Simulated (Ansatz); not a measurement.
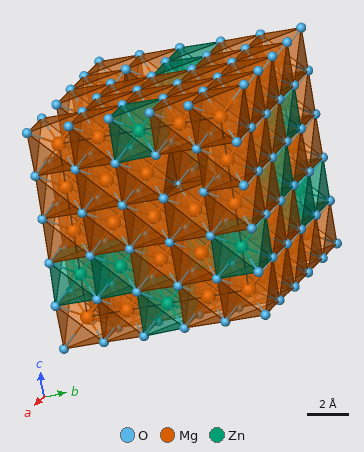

Crystalline O$_{64}$Mg$_{52}$Zn$_{12}$ (a generated structure, set up in P1), before the relaxation. Style: polyhedral. Shown: the cell of the calculation, slightly off an axis.

All numbers below come from DFT, PBEsol, PAW, plane waves in Ansatz 0.2.0.

(plane-wave cutoff 420 eV; k-point mesh 1 × 1 × 1; mesh shifted by (0.5, 0.5, 0.5); no spin polarisation; cell relaxed at fixed shape; force threshold 0.03 eV/Å; at most 80 steps)

```
CELL_PARAMETERS angstrom
0.00000 8.44808 8.44808
8.44808 0.00000 8.44808
8.44808 8.44808 0.00000
ATOMIC_POSITIONS crystal
O 0.37641 0.12338 0.12437
O 0.87528 0.12445 0.12540
O 0.12628 0.37438 0.37535
O 0.37269 0.62569 0.12573
O 0.37226 0.12223 0.63112
O 0.62556 0.37348 0.37319
O 0.87584 0.62646 0.12398
O 0.87431 0.12325 0.62604
O 0.12785 0.87554 0.37360
O 0.13165 0.37472 0.87293
O 0.37510 0.62320 0.62701
O 0.62348 0.87489 0.37945
O 0.62117 0.37610 0.87831
O 0.87375 0.62603 0.62620
O 0.12376 0.87652 0.87525
O 0.62425 0.87364 0.87776
O 0.12377 0.37369 0.12737
O 0.37532 0.12133 0.37863
O 0.62006 0.37427 0.12639
O 0.87539 0.12600 0.37528
O 0.12682 0.86936 0.12572
O 0.12538 0.37356 0.62840
O 0.37792 0.62084 0.37642
O 0.62582 0.87401 0.12434
O 0.37508 0.12318 0.87493
O 0.62688 0.37432 0.62523
O 0.87443 0.62465 0.37403
O 0.87509 0.12397 0.87810
O 0.12290 0.87572 0.62614
O 0.37496 0.62611 0.87516
O 0.62236 0.87675 0.62301
O 0.87337 0.62471 0.87537
O 0.12362 0.12837 0.37388
O 0.37224 0.37493 0.12517
O 0.62384 0.12845 0.37066
O 0.87549 0.37281 0.12686
O 0.12763 0.62236 0.37564
O 0.37265 0.87334 0.12772
O 0.12440 0.12446 0.87482
O 0.37630 0.37933 0.62348
O 0.62162 0.62947 0.37249
O 0.87469 0.87304 0.12611
O 0.62454 0.12775 0.87313
O 0.87541 0.37783 0.62312
O 0.12387 0.62392 0.87860
O 0.37575 0.87197 0.62894
O 0.62604 0.62546 0.87336
O 0.87316 0.87356 0.62573
O 0.12584 0.12641 0.12372
O 0.62604 0.12453 0.12285
O 0.12638 0.62887 0.12271
O 0.12596 0.12380 0.62377
O 0.37439 0.37401 0.37455
O 0.62349 0.62574 0.12494
O 0.62833 0.12316 0.62308
O 0.87480 0.37568 0.37492
O 0.12185 0.62542 0.62611
O 0.37609 0.87775 0.37296
O 0.37604 0.37371 0.87696
O 0.62555 0.62408 0.62394
O 0.87494 0.87388 0.37509
O 0.87530 0.37277 0.87523
O 0.37382 0.88118 0.87286
O 0.87617 0.87113 0.87682
Mg 0.99852 0.00003 0.99965
Mg 0.49972 0.00089 0.99996
Mg 0.99667 0.00201 0.49880
Mg 0.24979 0.25069 0.24891
Mg 0.50059 0.50012 0.00058
Mg 0.75117 0.24988 0.25110
Mg 0.99774 0.49846 0.50125
Mg 0.25081 0.74813 0.25133
Mg 0.50130 0.49673 0.49991
Mg 0.74731 0.25159 0.75291
Mg 0.25051 0.75032 0.75236
Mg 0.74762 0.75194 0.75109
Mg 0.25095 0.24695 0.00449
Mg 0.49906 0.99768 0.25038
Mg 0.74878 0.25139 0.00259
Mg 0.99820 0.49800 0.25407
Mg 0.25002 0.75044 0.00017
Mg 0.00155 0.99987 0.75207
Mg 0.50071 0.50266 0.24777
Mg 0.75083 0.74892 0.00227
Mg 0.49528 0.99988 0.75548
Mg 0.74902 0.25095 0.50068
Mg 0.99979 0.50068 0.75211
Mg 0.25311 0.75011 0.49918
Mg 0.49763 0.50312 0.75255
Mg 0.75291 0.75318 0.49401
Mg 0.00236 0.24746 0.00174
Mg 0.49829 0.25084 0.00179
Mg 0.75318 0.99663 0.25120
Mg 0.00122 0.75098 0.00146
Mg 0.99758 0.25051 0.50441
Mg 0.25054 0.50520 0.24733
Mg 0.49386 0.75362 0.00305
Mg 0.50391 0.24914 0.49981
Mg 0.75289 0.50003 0.24926
Mg 0.74947 0.00160 0.74992
Mg 0.99939 0.75304 0.50202
Mg 0.24741 0.49987 0.75193
Mg 0.50293 0.74908 0.49658
Mg 0.74986 0.50007 0.75117
Mg 0.25139 0.99695 0.00378
Mg 0.75075 0.99453 0.00075
Mg 0.25088 0.00087 0.49979
Mg 0.50069 0.25059 0.24840
Mg 0.75008 0.50176 0.99935
Mg 0.75033 0.99792 0.50301
Mg 0.00075 0.74937 0.25076
Mg 0.99715 0.24843 0.75109
Mg 0.25227 0.50288 0.50018
Mg 0.50380 0.74913 0.24741
Mg 0.50008 0.25270 0.74842
Mg 0.75194 0.49949 0.49853
Zn 0.00026 0.49779 0.99923
Zn 0.49971 0.99967 0.50157
Zn 0.25047 0.24921 0.75126
Zn 0.75177 0.74923 0.24703
Zn 0.99936 0.99935 0.24935
Zn 0.25001 0.24822 0.50146
Zn 0.25124 0.00036 0.25169
Zn 0.24760 0.99978 0.75180
Zn 0.00111 0.25030 0.25289
Zn 0.24860 0.50214 0.00110
Zn 0.00497 0.74659 0.75061
Zn 0.49965 0.74768 0.75273
```

Where does the relaxation end?

The atom that moves furthest is Mg97 (0.078 Å along [3 −2 −1]). Largest moves by element: Mg 0.078 Å, O 0.071 Å, Zn 0.065 Å. The cell stays as it was. Some distances before and after: O35–Mg110 2.187 → 2.098 Å, O51–Mg80 2.189 → 2.108 Å, O47–Mg97 2.179 → 2.103 Å, O31–Zn118 2.062 → 2.134 Å. Bond angles that change, for instance: Mg97–O63–Mg105 87.4° → 91.5°, O3–Mg96–O53 87.5° → 91.4°, Zn117–O10–Zn119 176.1° → 179.9°. The space group stays P1 (No. 1). Over 3 geometry steps the energy falls by 8.6 meV per atom. Largest force component: 0.88 eV/Å at the start, 0.017 eV/Å at the end. The pressure goes from 0.46 to −0.03 GPa. The run took 5.2 s on 1 × NVIDIA GB200 with 8 threads of Arm Neoverse-V2, peak memory 2 GiB.

Step by step:

| step | E − E(0), meV/atom | largest force component, eV/Å | pressure, GPa |
| --- | --- | --- | --- |
| 0 | 0.00 | 0.8769 | 0.46 |
| 1 | -5.93 | 0.4018 | 0.13 |
| 2 | -8.64 | 0.0169 | -0.03 |
| 3 | -8.64 | 0.0167 | -0.03 |

The end point in the same view:

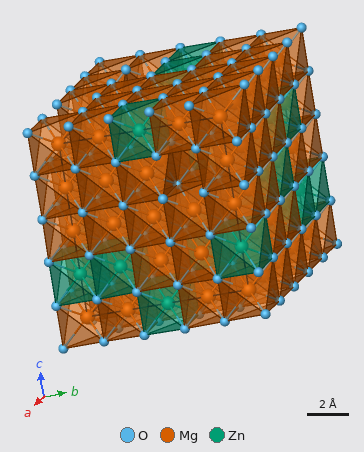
